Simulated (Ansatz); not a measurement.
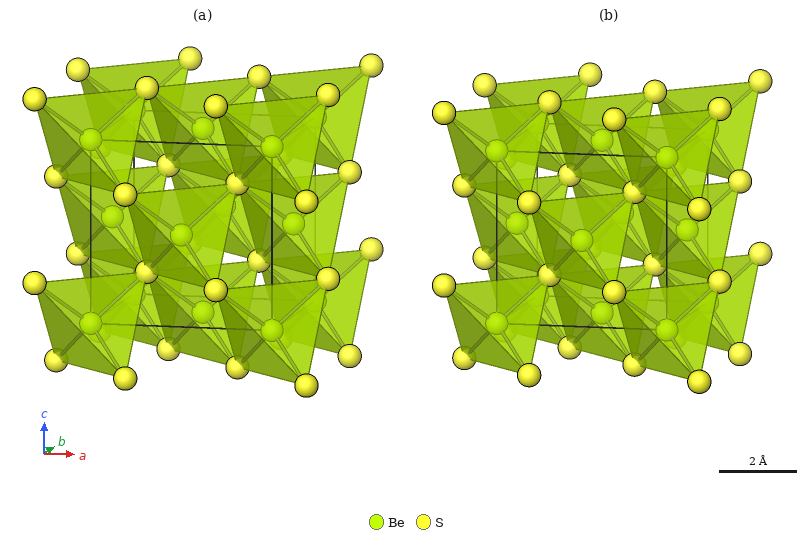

The structure of crystalline BeS (set up in F-43m) before (left) and after (right) a relaxation, at one scale.

The picture is a polyhedral view of the conventional cell (4 times the calculation's cell), seen slightly off an axis. Lengths and directions refer to the drawn axes.

Case: relaxed at 25 GPa.

Theory: DFT PBE, scalar-relativistic, plane waves, PAW (Ansatz 0.2.0). Set-up: plane-wave cutoff 420 eV; k-point mesh 8 × 8 × 8; occupations fixed; target pressure 25 GPa; no spin polarisation; cell and atoms relaxed; force threshold 0.001 eV/Å; at most 60 steps.

What changed between the two?

The energy rises by 167 meV per atom in 4 accepted moves (5 points after the start). With the target pressure of 25 GPa, the enthalpy E + pV changes by −221 meV per atom. All forces vanish by symmetry, so only the cell relaxes. The pressure goes from 0.01 to 24.99 GPa. At 1 point the geometry stayed and the basis and grid were re-selected for the new cell (energy shift of 0.1 meV per atom at most each time). The atoms keep their places relative to the cell (all moves are under 0.005 Å). The volume changes by −17.2 %, with a = b = c 4.876 → 4.579 Å (−6.1 %). Among the contacts that change: Be–S 2.111 → 1.983 Å. The space group stays F-43m (No. 216). Cost: 3.8 s on 1 thread of Intel(R) Xeon(R) 6975P-C (Granite Rapids), on a shared host, peak memory 0.31 GiB.
